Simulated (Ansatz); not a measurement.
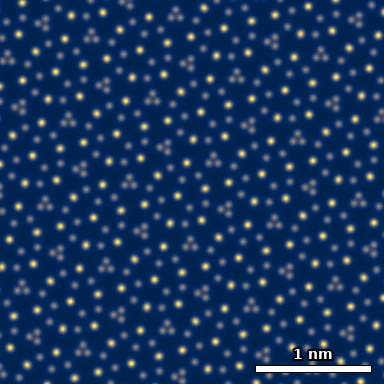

Z-contrast image of a crystal. Simulated incoherent Z contrast: every atom adds Z^1.7 spread by a probe of 0.50 Å full width; channelling and multiple scattering are left out. The probe carries 15 % of its weight in a tail 2.5 times as wide.

> Give the net of the columns and its spacings.

The pattern repeats on a hexagonal net with a repeat of 7.7 Å.

> Which plane group does this projection have?

p31m: threefold points of which only some lie on mirror lines.

> How many columns does the smallest repeating cell hold, and how many levels of brightness?

22 columns in the primitive cell of 51.0 Å², with 2 levels of brightness (about 100, 55 % of the brightest, counted from the darkest point).

The crystal is Mn (I-43m, No. 217) seen along [111]. Model: the end point of a relaxation with DFT, r2SCAN, plane waves (500 eV) with PAW, scalar-relativistic (Ansatz 0.2.0); the starting structure was generated, so it need not be a known form of this composition.
